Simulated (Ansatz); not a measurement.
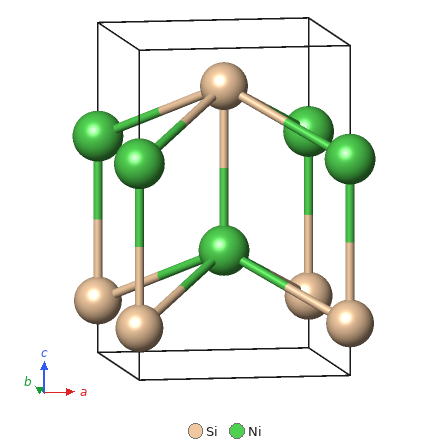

System: SiNi, space group Pmmn (No. 59). The picture shows the conventional cell.

Structure:
```
Si Ni
1.0
     3.02660    0.00000    0.00000
     0.00000    3.27350    0.00000
     0.00000    0.00000    4.69780
Si Ni
2 2
Direct
  0.50000 0.50000 0.84230
  0.00000 0.00000 0.15770
  0.50000 0.50000 0.34420
  0.00000 0.00000 0.65580
```

How it was computed, with Ansatz 0.2.0: periodic Kohn-Sham DFT of a crystal at fixed atoms, scaled to the stated factor times the given cell; pressure positive in compression. Level: LDA, collinear spin. The state reached is without moments.

method frozen-core PAW; relativity scalar; k mesh 11×10×7; occupations Fermi–Dirac; smearing width 0.05 eV; wave cutoff 420 eV; PAW set soft_2.

V(given) is 11.64 Å³/atom.

Predict the pressure and largest field gradient Vzz against V/V(given). The V/V(given) takes the values 0.96, 0.99, 1.02, 1.06.

The pressure falls from −2.4 GPa at V/V(given) 0.96 to −18.3 GPa at 1.06. The largest field gradient Vzz rises from −3.500 1e21 V/m² at V/V(given) 0.96 to −3.319 1e21 V/m² at 1.06.

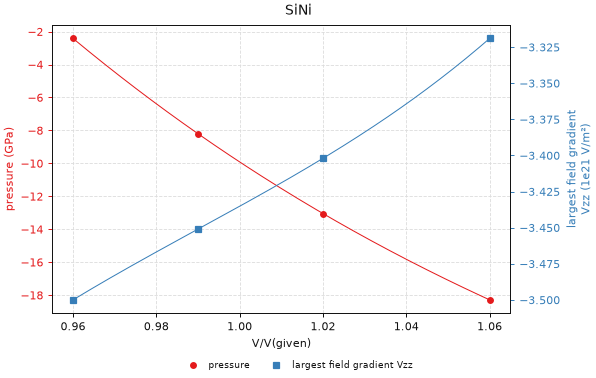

Keep in mind: PAW files made with PBE; no gap: field gradients move with the k mesh; the volumes run don't bracket the minimum of the energy, so any equilibrium value is extrapolated; run without spin, though Ni often carries a moment; shape and atomic fractions are frozen while scaling, which makes layered, chain and framework solids too stiff.
